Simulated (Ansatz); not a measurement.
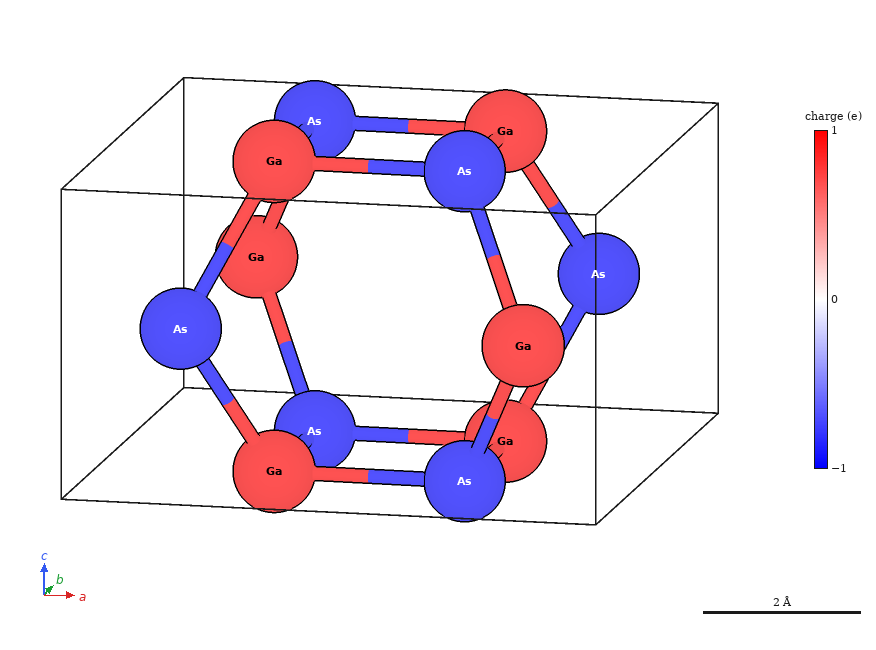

Crystal structure, ball-and-stick style, seen slightly off an axis. The edges of the simulation cell are marked. The atoms of this GaAs cell are coloured by their Bader charge.

The calculation used DFT PBE, scalar-relativistic, plane waves, PAW in Ansatz 0.2.0, with a cutoff energy of 420 eV, a 6×6×10 sampling of the Brillouin zone, Gaussian smearing of 0.01 eV, no spin polarisation.

Question: Describe the charge distribution among the elements.

Answer: Most positive: Ga; most negative: As. Charges: about Ga +0.7 e; As -0.7 e.

The starting point was a structure type filled with these elements by a generator (whether the compound takes this form wasn't checked). Earlier steps of the study may have refined or changed the cell and positions. It was run through Ansatz as a DFT input.
